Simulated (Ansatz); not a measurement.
## Geometry relaxation, with input and output: Ga$_{2}$O$_{3}$ (part 2 of 2)

Ga$_{2}$O$_{3}$ (R-3c, 10 atoms in the cell); DFT r2SCAN, scalar-relativistic, plane waves, PAW, no spin polarisation (Ansatz 0.2.0); cutoff 500 eV, 6×6×6 k-mesh, Gaussian smearing of 0.02 eV. The structure derives from an entry of the Crystallography Open Database.

Geometry of the input (Å; fractional positions):
```
2.4912  1.4383  4.4777
-2.4912  1.4383  4.4777
0.0000  -2.8766  4.4777
Ga 0.3554  0.3554  0.3554
Ga 0.1446  0.1446  0.1446
Ga 0.6446  0.6446  0.6446
Ga 0.8554  0.8554  0.8554
O  0.5549  0.9451  0.2500
O  0.2500  0.5549  0.9451
O  0.9451  0.2500  0.5549
O  0.4451  0.0549  0.7500
O  0.7500  0.4451  0.0549
O  0.0549  0.7500  0.4451
```

```
basis re-selected at this cell: Δ(F+E_penalty+E_count) = -1.224e-4 eV, ΔP = -0.001 GPa vs the last step (what re-selecting the basis moved, of the pressure what is left beyond the Pulay correction that the steps carried, after the strain that the cell walked since its last selection, with what the two solves' SCF thresholds leave and, on support functions, any second-order correction that the steps lacked; it is no measure of the basis error at this ecutwfc). This SCF's stress stands 1.29e-2 GPa from its target on what of the cell is left free (relax.cell.stress_tol is 5.00e-2 GPa) and its largest allowed force component is 6.36e-4 eV/Å (relax.f_tol is 5.00e-3 eV/Å): within both
SCF converged after 4 iterations
Free energy (F): -18577.664483 eV
Harris-Foulkes:  -18577.664483 eV  (|F-HF|=2.18e-10)
Internal energy: -18577.664483 eV  (E = F + TS)
E sigma→0 (E₀):  -18577.664483 eV
Fermi energy:    10.577410 eV
--- Per-component energies (eV) ---
  E_band       = -47.899267
  E_kinetic    = 1528.372041
  E_local      = -8528.139044  (includes V_loc(G=0)·N_el)
  E_nonlocal   = 2032.926809
  E_hartree    = 3866.520626
  E_xc         = -684.720099
  E_vxc        = -863.673202  (∫ρ·V_xc dr)
  E_paw        = -9022.265439  (= ΣΔE_a)
  E_vpaw       = -2001.573004  (= ΣTr[D̂ρ^β])
  E_aug_tail   = 0.005837  (compensation charges beyond the density's cutoff)
  E_vtau       = 51.140278  (kinetic-family band-sum trace: ∫τ·v_τ [+ j·A + Jᵃ·Aᵃ] dr)
  E_ewald      = -7767.561291
  E_core_change = -2.803925  (= ΣΔE_core)
  E_smearing   = -0.000000  (= −TS)
  E_closure    = 0.000000  (closes the sum)
  Σ components = -18577.664483   (vs F -18577.664483, Δ=0.00e0)
--- Forces (eV/Å), atoms counted from 1 ---
  atom   1  Ga     0.00000000    -0.00000000    -0.00063586
  atom   2  Ga     0.00000000    -0.00000000     0.00063586
  atom   3  Ga    -0.00000000     0.00000000     0.00063586
  atom   4  Ga    -0.00000000     0.00000000    -0.00063586
  atom   5  O     -0.00023068     0.00000000     0.00000000
  atom   6  O      0.00011534    -0.00019977    -0.00000000
  atom   7  O      0.00011534     0.00019977     0.00000000
  atom   8  O      0.00023068    -0.00000000    -0.00000000
  atom   9  O     -0.00011534     0.00019977     0.00000000
  atom  10  O     -0.00011534    -0.00019977    -0.00000000
  max |Σ_I F_I| component: 1.27e-17 eV/Å
--- Stress (GPa, compression-positive) ---
       -0.008649       0.000000      -0.000000
        0.000000      -0.008649       0.000000
       -0.000000      -0.000000      -0.012888
  P = ⅓ Tr σ = -0.0101 GPa (-0.101 kbar)
--- Band table (eV; the first three rows and the last of 32) ---
  k-point 0: bands = ["-11.1162", "-9.1496", "-9.1496", "-9.1435", "-9.1131", "-9.1131", "-4.2264", "-4.2264", "-4.1411", "-4.1411", "-4.0362", "-4.0095", "-3.9613", "-3.9613", "-3.9291", "-3.9291", "-3.8740", "-3.8740", "-3.8168", "-3.7982", "-3.7952", "-3.7952", "-3.5906", "-3.5906", "-3.0125", "-3.0125", "1.6012", "2.3089", "3.4939", "3.4939", "4.5181", "4.9106", "5.1571", "5.1571", "5.4582", "7.7972", "7.7972", "8.2443", "8.2443", "8.4858", "8.4895", "8.4895", "8.5465", "8.5465", "12.3528", "16.3334", "16.4803", "18.6020", "19.9241", "19.9241", "20.0925", "20.6246", "20.9296", "20.9296"]
  k-point 1: bands = ["-10.9927", "-9.2929", "-9.1641", "-9.1625", "-9.1178", "-9.1046", "-4.2098", "-4.2073", "-4.1313", "-4.1259", "-4.0386", "-4.0140", "-3.9563", "-3.9554", "-3.9401", "-3.9375", "-3.8853", "-3.8796", "-3.8134", "-3.8013", "-3.7936", "-3.7631", "-3.6184", "-3.5869", "-3.1232", "-3.0490", "1.7627", "2.2518", "3.1310", "4.0132", "4.1774", "4.9705", "5.4842", "5.7993", "6.0700", "7.0669", "7.6786", "7.7823", "8.0349", "8.2268", "8.2726", "8.3738", "8.6150", "8.7233", "13.1685", "16.2303", "16.8405", "18.2256", "19.0091", "19.6101", "20.6543", "20.6976", "21.4242", "21.5494"]
  k-point 2: bands = ["-10.6476", "-9.6599", "-9.1987", "-9.1943", "-9.1221", "-9.1142", "-4.1727", "-4.1580", "-4.1068", "-4.0976", "-4.0453", "-4.0231", "-3.9805", "-3.9747", "-3.9383", "-3.9361", "-3.8986", "-3.8850", "-3.8375", "-3.8041", "-3.7913", "-3.7040", "-3.6158", "-3.5647", "-3.3262", "-3.1760", "2.0649", "2.5660", "2.6207", "4.0762", "4.7588", "5.4728", "5.5915", "6.2632", "6.6356", "6.7806", "7.1272", "7.1453", "7.8128", "7.8460", "8.0655", "8.1544", "8.6010", "8.7397", "14.6811", "16.1058", "16.7884", "17.4124", "18.9365", "19.2091", "20.5477", "21.1499", "21.3686", "21.8400"]
  k-point 31: bands = ["-10.2461", "-10.2461", "-9.1339", "-9.1339", "-9.1339", "-9.1339", "-4.1405", "-4.1405", "-4.1405", "-4.1405", "-4.0984", "-4.0984", "-3.9751", "-3.9751", "-3.9751", "-3.9751", "-3.8119", "-3.8119", "-3.8119", "-3.8119", "-3.7413", "-3.7413", "-3.3948", "-3.3948", "-3.3948", "-3.3948", "2.6130", "2.6130", "4.4145", "4.4145", "4.8548", "4.8548", "4.8548", "4.8548", "6.2917", "6.2917", "7.3032", "7.3032", "7.3032", "7.3032", "8.5021", "8.5021", "8.5021", "8.5021", "15.4476", "15.4476", "17.5549", "17.5549", "19.1462", "19.1462", "21.3627", "21.3627", "21.3627", "21.3627"]
--- Relaxed structure (5 steps of the walk, 5 accepted, 1 SCFs on fresh bases) ---
  F+E_penalty+E_count = -18577.66448336 eV   max|allowed force component| = 6.359e-4 eV/Å   (the final SCF, on the basis selected at the relaxed cell)
  cell:  # Å, volume = 96.4128 Å³
    - [2.4923023543915126, 1.4389314352098779, 4.480666613697025]
    - [-2.4923023543915126, 1.4389314352098779, 4.480666613697025]
    - [3.399783473948048e-35, -2.8778628704197557, 4.480666613697025]
  atoms:
    - { symbol: Ga, position: [0.3554023484452897, 0.3554023484452897, 0.3554023484452897] }
    - { symbol: Ga, position: [0.1445976515547102, 0.1445976515547102, 0.1445976515547102] }
    - { symbol: Ga, position: [0.64459765155471, 0.64459765155471, 0.64459765155471] }
    - { symbol: Ga, position: [0.8554023484452898, 0.8554023484452898, 0.8554023484452898] }
    - { symbol: O, position: [0.5536262451351224, 0.9463737548648774, 0.25] }
    - { symbol: O, position: [0.2499999999999999, 0.5536262451351224, 0.9463737548648774] }
    - { symbol: O, position: [0.9463737548648774, 0.2499999999999999, 0.5536262451351225] }
    - { symbol: O, position: [0.4463737548648774, 0.0536262451351226, 0.7499999999999999] }
    - { symbol: O, position: [0.75, 0.4463737548648774, 0.05362624513512254] }
    - { symbol: O, position: [0.053626245135122486, 0.75, 0.4463737548648774] }
```

Trajectory as extended XYZ (Å, eV, eV/Å), 6 frames, from step=1 to step=6:
```
10
Lattice="2.4912 1.4383 4.4777 -2.4912 1.4383 4.4777 0.0000 -2.8766 4.4777" Properties=species:S:1:pos:R:3:forces:R:3 step=1 energy=-18577.66208 pressure_GPa=0.35
Ga    0.0000    0.0000    4.7741    0.0000   0.0000  -0.0260
Ga    0.0000    0.0000    1.9424    0.0000   0.0000   0.0260
Ga    0.0000    0.0000    8.6589    0.0000   0.0000   0.0260
Ga    0.0000    0.0000   11.4906    0.0000   0.0000  -0.0260
O    -0.9721    1.4383    7.8359   -0.1181   0.0000   0.0000
O    -0.7596   -1.5610    7.8359    0.0591  -0.1023   0.0000
O     1.7317    0.1227    7.8359    0.0591   0.1023   0.0000
O     0.9721   -1.4383    5.5971    0.1181   0.0000   0.0000
O     0.7596    1.5610    5.5971   -0.0591   0.1023   0.0000
O    -1.7317   -0.1227    5.5971   -0.0591  -0.1023   0.0000
10
Lattice="2.4904 1.4378 4.4843 -2.4904 1.4378 4.4843 0.0000 -2.8756 4.4843" Properties=species:S:1:pos:R:3:forces:R:3 step=2 energy=-18577.66383 pressure_GPa=0.20
Ga    0.0000    0.0000    4.7839    0.0000   0.0000  -0.0494
Ga    0.0000    0.0000    1.9426    0.0000   0.0000   0.0494
Ga    0.0000    0.0000    8.6691    0.0000   0.0000   0.0494
Ga    0.0000    0.0000   11.5103    0.0000   0.0000  -0.0494
O    -0.9771    1.4378    7.8476   -0.0258   0.0000   0.0000
O    -0.7566   -1.5651    7.8476    0.0129  -0.0224   0.0000
O     1.7338    0.1273    7.8476    0.0129   0.0224   0.0000
O     0.9771   -1.4378    5.6054    0.0258   0.0000   0.0000
O     0.7566    1.5651    5.6054   -0.0129   0.0224   0.0000
O    -1.7338   -0.1273    5.6054   -0.0129  -0.0224   0.0000
10
Lattice="2.4924 1.4390 4.4801 -2.4924 1.4390 4.4801 0.0000 -2.8779 4.4801" Properties=species:S:1:pos:R:3:forces:R:3 step=3 energy=-18577.66422 pressure_GPa=0.01
Ga    0.0000    0.0000    4.7790    0.0000   0.0000  -0.0296
Ga    0.0000    0.0000    1.9412    0.0000   0.0000   0.0296
Ga    0.0000    0.0000    8.6613    0.0000   0.0000   0.0296
Ga    0.0000    0.0000   11.4991    0.0000   0.0000  -0.0296
O    -0.9786    1.4390    7.8402   -0.0120   0.0000   0.0000
O    -0.7569   -1.5670    7.8402    0.0060  -0.0104   0.0000
O     1.7355    0.1280    7.8402    0.0060   0.0104   0.0000
O     0.9786   -1.4390    5.6001    0.0120   0.0000   0.0000
O     0.7569    1.5670    5.6001   -0.0060   0.0104   0.0000
O    -1.7355   -0.1280    5.6001   -0.0060  -0.0104   0.0000
10
Lattice="2.4926 1.4391 4.4796 -2.4926 1.4391 4.4796 0.0000 -2.8782 4.4796" Properties=species:S:1:pos:R:3:forces:R:3 step=4 energy=-18577.66433 pressure_GPa=-0.01
Ga    0.0000    0.0000    4.7773    0.0000   0.0000  -0.0124
Ga    0.0000    0.0000    1.9421    0.0000   0.0000   0.0124
Ga    0.0000    0.0000    8.6615    0.0000   0.0000   0.0124
Ga    0.0000    0.0000   11.4967    0.0000   0.0000  -0.0124
O    -0.9789    1.4391    7.8393   -0.0037   0.0000   0.0000
O    -0.7568   -1.5673    7.8393    0.0019  -0.0032   0.0000
O     1.7358    0.1282    7.8393    0.0019   0.0032   0.0000
O     0.9789   -1.4391    5.5995    0.0037   0.0000   0.0000
O     0.7568    1.5673    5.5995   -0.0019   0.0032   0.0000
O    -1.7358   -0.1282    5.5995   -0.0019  -0.0032   0.0000
10
Lattice="2.4923 1.4389 4.4807 -2.4923 1.4389 4.4807 0.0000 -2.8779 4.4807" Properties=species:S:1:pos:R:3:forces:R:3 step=5 energy=-18577.66436 pressure_GPa=-0.01
Ga    0.0000    0.0000    4.7773    0.0000   0.0000  -0.0006
Ga    0.0000    0.0000    1.9437    0.0000   0.0000   0.0006
Ga    0.0000    0.0000    8.6647    0.0000   0.0000   0.0006
Ga    0.0000    0.0000   11.4983    0.0000   0.0000  -0.0006
O    -0.9788    1.4389    7.8412   -0.0002   0.0000   0.0000
O    -0.7567   -1.5672    7.8412    0.0001  -0.0002   0.0000
O     1.7356    0.1282    7.8412    0.0001   0.0002   0.0000
O     0.9788   -1.4389    5.6008    0.0002   0.0000   0.0000
O     0.7567    1.5672    5.6008   -0.0001   0.0002   0.0000
O    -1.7356   -0.1282    5.6008   -0.0001  -0.0002   0.0000
10
Lattice="2.4923 1.4389 4.4807 -2.4923 1.4389 4.4807 0.0000 -2.8779 4.4807" Properties=species:S:1:pos:R:3:forces:R:3 step=6 energy=-18577.66448 pressure_GPa=-0.01
Ga    0.0000    0.0000    4.7773    0.0000   0.0000  -0.0006
Ga    0.0000    0.0000    1.9437    0.0000   0.0000   0.0006
Ga    0.0000    0.0000    8.6647    0.0000   0.0000   0.0006
Ga    0.0000    0.0000   11.4983    0.0000   0.0000  -0.0006
O    -0.9788    1.4389    7.8412   -0.0002   0.0000   0.0000
O    -0.7567   -1.5672    7.8412    0.0001  -0.0002   0.0000
O     1.7356    0.1282    7.8412    0.0001   0.0002   0.0000
O     0.9788   -1.4389    5.6008    0.0002   0.0000   0.0000
O     0.7567    1.5672    5.6008   -0.0001   0.0002   0.0000
O    -1.7356   -0.1282    5.6008   -0.0001  -0.0002   0.0000
```

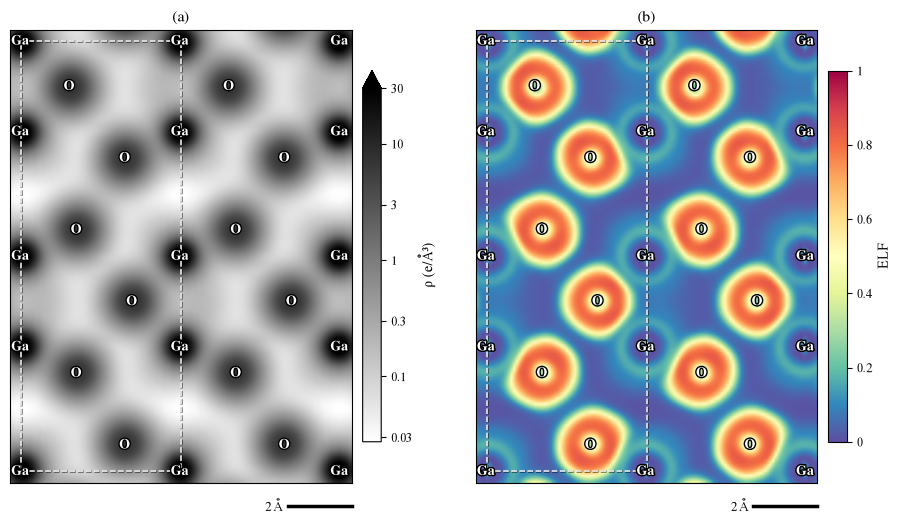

**Figure 1.** (a) valence charge density (pseudo); (b) electron localisation function on the (010) plane of the conventional cell. The section cuts through Ga and O sites. Ga–O (1.93 Å): ρ at the midpoint is about 0.69 e/Å³; the ELF is about 0.35 at the midpoint. Ga–O (2.07 Å): the density is about 0.5 e/Å³ at the midpoint; the ELF is about 0.30 at the midpoint. Away from the nuclei the density in this plane falls to 0.03 e/Å³ at its lowest. Core electrons are frozen (PAW), so the fields are smoothed inside the atomic spheres.

Summary:

- outcome: converged
- space group (tolerance 0.01 Å): R-3c (167)
- electrons treated: 88
- free energy: −18577.6645 eV
- Fermi energy: 10.577 eV
- gap on the k-point mesh: 3.55 eV
- pressure: −0.01 GPa
- final volume: 96.41 Å³
- largest force (length of the vector) at the end: 0.001 eV/Å
- final cell: a = 5.325 Å, b = 5.325 Å, c = 5.325 Å, α = 55.81°, β = 55.81°, γ = 55.81°
- wall time: 24 s (CPU time 46 s)
- peak memory: 0.83 GiB
